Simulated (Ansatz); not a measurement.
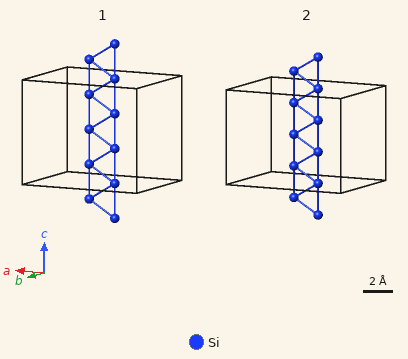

Two geometries of a wire of composition Si, drawn at one scale. One is the start of a relaxation, the other its converged end. A ball-and-stick model of the 3 repeat of the cell, with the vacuum cut short, seen from a free direction.

Method: DFT PBE, scalar-relativistic, plane waves, PAW (Ansatz). Set-up: plane-wave cutoff 420 eV; k-point mesh 1 × 1 × 28; occupations gaussian; smearing width 0.05 eV; collinear spin; cell relaxed at fixed a, b, alpha, beta, gamma; force threshold 0.01 eV/Å; at most 45 steps.

Which geometry has the lower energy?

Answer. Structure 1 is the relaxed one. Case: strip chain of atoms. The largest moves relative to the layer's centre, 0.062 Å, are those of Si atoms. Along the periodic axis the drawn cell goes c 6.778 → 7.490 Å (+10.5 %). Near-neighbour distances that change, for instance: Si–Si 2.259 → 2.497 Å, Si–Si 2.226 → 2.393 Å. After 11 accepted moves (15 points after the start) the energy has fallen by 0.523 eV per cell of the calculation. The largest force component goes from 3 to 0.00052 eV/Å. The line search rejected the trial steps at points 5, 11, 12 of the run. At 1 point the geometry stayed and the basis and grid were re-selected for the new cell (energy shift of 1.7 meV per cell of the calculation at most each time). The program noted that the starting moments weren't kept. The run took 3.3 min on 2 threads of Intel(R) Xeon(R) Processor @ 2.50GHz (Skylake/Cascade Lake) (shared host), peak memory 0.52 GiB.

Limits of the set-up: the k-point mesh is coarse for a cell with partly filled bands.
